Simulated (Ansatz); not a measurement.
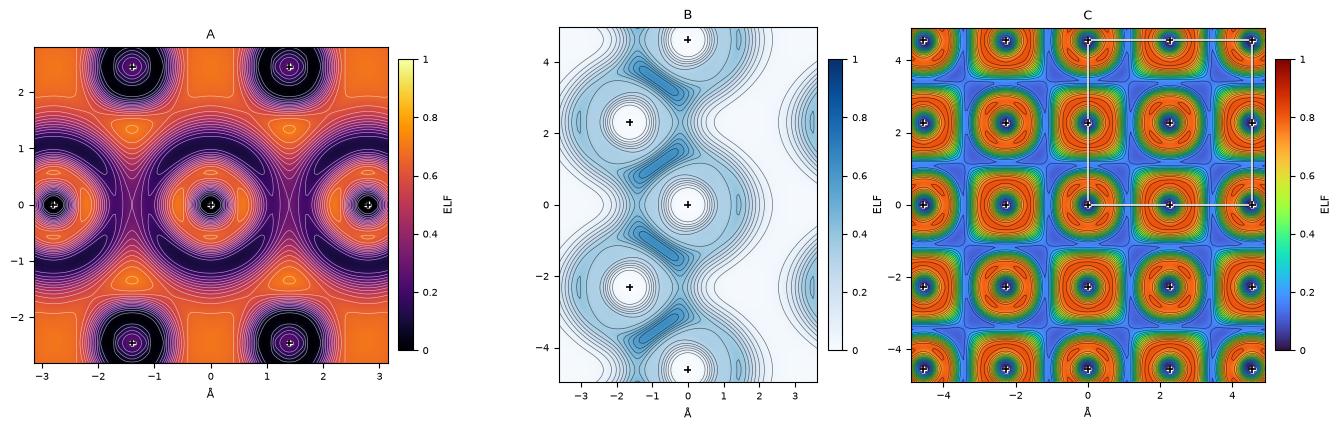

The electron localisation function of 3 systems, each on a plane through atoms (crosses mark nuclei in the plane).

The calculation used Ansatz 0.2.0, DFT PBEsol, scalar-relativistic, plane waves, PAW.

System 1: TiAl, the (011̄) plane of the conventional cell. Space group P4/mmm; a structure from a database of computed crystals, not necessarily the ambient phase; computed without spin polarisation.

```yaml
crystal:
  lattice:
    - [2.79464, 0.00000, 0.00000]
    - [0.00000, 2.79464, 0.00000]
    - [0.00000, 0.00000, 4.04114]
  atoms:
    - { symbol: Ti, position: [0.50000, 0.50000, 0.50000] }
    - { symbol: Al, position: [0.00000, 0.00000, 0.00000] }
```

System 2: ZrN, the (010) plane of the conventional cell. Space group Fm-3m; computed without spin polarisation.

```cif
data_structure
_symmetry_space_group_name_H-M 'P 1'
_symmetry_Int_Tables_number 1
_cell_length_a 4.5522
_cell_length_b 4.5522
_cell_length_c 4.5522
_cell_angle_alpha 90.000
_cell_angle_beta 90.000
_cell_angle_gamma 90.000
_cell_volume 94.33
loop_
_atom_site_label
_atom_site_type_symbol
_atom_site_fract_x
_atom_site_fract_y
_atom_site_fract_z
_atom_site_occupancy
Zr1 Zr 0.00000 0.00000 0.00000 1
Zr2 Zr 0.50000 0.50000 0.00000 1
Zr3 Zr 0.50000 0.00000 0.50000 1
Zr4 Zr 0.00000 0.50000 0.50000 1
N1 N 0.50000 0.00000 0.00000 1
N2 N 0.00000 0.50000 0.00000 1
N3 N 0.00000 0.00000 0.50000 1
N4 N 0.50000 0.50000 0.50000 1
```

System 3: Sn, the (110) plane of the conventional cell. Space group Fd-3m.

```
Sn
1.0
     6.54156    0.00000    0.00000
     0.00000    6.54156    0.00000
     0.00000    0.00000    6.54156
Sn
8
Direct
  0.00000 0.00000 0.00000
  0.50000 0.50000 0.00000
  0.50000 0.00000 0.50000
  0.00000 0.50000 0.50000
  0.25000 0.25000 0.25000
  0.75000 0.75000 0.25000
  0.75000 0.25000 0.75000
  0.25000 0.75000 0.75000
```

> Match each panel to its system.

Panel A is system 1, TiAl: the plane holds Ti and Al. Ti–Ti (2.79 Å): the ELF is about 0.30 at the midpoint. Panel B is system 3, Sn: the plane holds Sn. Sn–Sn (2.83 Å): the ELF peaks at about 0.65 between the atoms. Panel C is system 2, ZrN: the plane holds Zr and N. Zr–N (2.28 Å): the ELF peaks at about 0.80 in the valence shell of N, 0.7 Å from its nucleus, and drops to about 0.15 between the two atoms; no localised pair shows between them.
